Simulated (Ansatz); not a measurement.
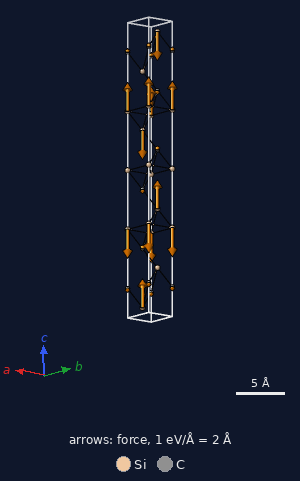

Starting geometry of crystalline Si3C2 (a generated structure, set up in R-3m) (coarse preliminary run) with the computed forces as orange arrows. A ball-and-stick model of the conventional cell (3 times the calculation's cell), seen from a free direction. Lengths and directions refer to the drawn axes.

Level of theory: DFT PBE, scalar-relativistic, plane waves, PAW (Ansatz 0.2.0).

Input
```yaml
crystal:
  lattice:
    - [1.36043629, 0.78544826, 11.1079158]
    - [-1.36043629, 0.78544826, 11.1079158]
    - [0.0, -1.57089652, 11.1079158]
  atoms:
    - { symbol: Si, position: [0.3, 0.3, 0.3] }
    - { symbol: Si, position: [0.5, 0.5, 0.5] }
    - { symbol: Si, position: [0.7, 0.7, 0.7] }
    - { symbol: C, position: [0.9, 0.9, 0.9] }
    - { symbol: C, position: [0.1, 0.1, 0.1] }
basis:
  ecutwfc: 420
kpoints:
  mp_grid: { grid: [6, 6, 6] }
hamiltonian:
  xc: pbe
scf:
  occupations: { method: gaussian, width: 0.1 }
  lower_state_search: "off"
output:
  forces: true
  stress: true
  eigenvalues: true
relax:
  adjacent_minimum: "off"
  f_tol: 0.04
  max_steps: 70
  cell: { stress_tol: 0.4 }
```

Command:
```bash
ansatz run input.yaml --threads 1 --pin off --max-ram 2560MiB --backend cpu --events-out ev --progress --plain --runs-dir out
```

Question: Is this structure relaxed? If not, where do the atoms go?

Answer: It isn't relaxed: the largest force vector, on Si atoms, is 1.68 eV/Å. The atoms end up moving mostly along the starting forces (cosine between the two patterns 0.94). The largest moves relative to the cell, 0.32 Å, are those of Si1 and Si3. Si3 goes along +c. Largest moves by element: Si 0.32 Å, C 0.06 Å. The drawn cell changes as follows: a = b 2.721 → 2.965 Å (+9.0 %), c 33.324 → 19.712 Å (−40.8 %); the volume changes by −29.8 %. Near-neighbour distances that change, for instance: Si1–Si2 4.713 → 2.874 Å, Si1–C4 2.721 → 2.010 Å, Si2–C4 2.721 → 2.122 Å, Si1–Si1 2.721 → 2.965 Å. Bond angles that change, for instance: Si3–Si1–Si3 60.0° → 69.6°. The space group stays R-3m (No. 166). Over 14 accepted moves (16 points after the start) the energy falls by 8.752 eV per cell of the calculation. The largest force component goes from 1.7 to 0.013 eV/Å. The pressure goes from −15.33 to 0.19 GPa. At 2 points the geometry stayed and the basis and grid were re-selected for the new cell (energy shift of 10.6 meV per cell of the calculation at most each time). Cost: 45 s on 1 thread of Intel(R) Xeon(R) Processor @ 2.70GHz (shared host), peak memory 0.37 GiB.
